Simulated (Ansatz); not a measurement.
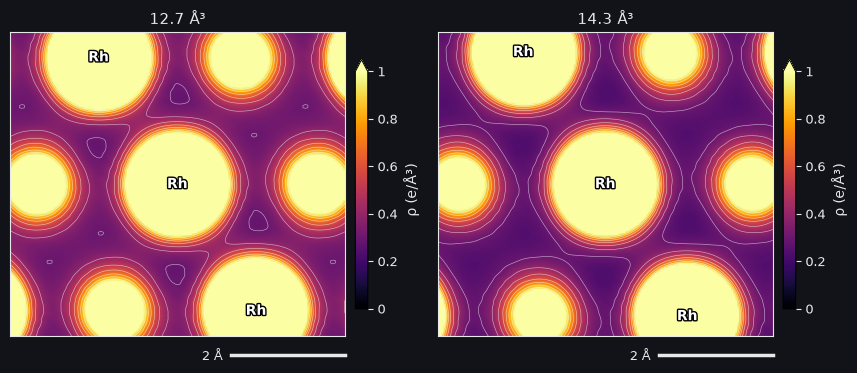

Rh. The valence electron density of cells scaled evenly to different volumes (given per atom above each panel), on the (11̄0) plane of each (indices in the axes of the cell below), at one length scale and on one colour scale.

A generated structure, not necessarily the stable one; the program warned that a starting moment wasn't kept; spin-polarised, but the moments vanished.

Computed with DFT, r2SCAN, plane waves (500 eV) with PAW, scalar-relativistic (Ansatz).

The largest cell:

```cif
data_structure
_symmetry_space_group_name_H-M 'P 1'
_symmetry_Int_Tables_number 1
_cell_length_a 2.7369
_cell_length_b 2.7369
_cell_length_c 5.1969
_cell_angle_alpha 105.292
_cell_angle_beta 105.292
_cell_angle_gamma 120.013
_cell_volume 28.63
loop_
_atom_site_label
_atom_site_type_symbol
_atom_site_fract_x
_atom_site_fract_y
_atom_site_fract_z
_atom_site_occupancy
Rh1 Rh 0.95840 0.04160 0.00000 1
Rh2 Rh 0.79160 0.20840 0.50000 1
```

| volume (Å³/atom) | Rh–Rh contact in the plane (Å) | ρ at its midpoint (e/Å³) | 
| --- | --- | --- |
| 12.67 | 2.627 | 0.415 | 
| 13.77 | 2.701 | ? | 
| 14.32 | 2.736 | 0.340 | 

### What values belong in the row with question marks?

Over the known rows ln ρ falls by 1.83 per Å of Rh–Rh distance (the line through the two), which gives 0.362 e/Å³ at 2.701 Å; the calculation gives 0.362 e/Å³.
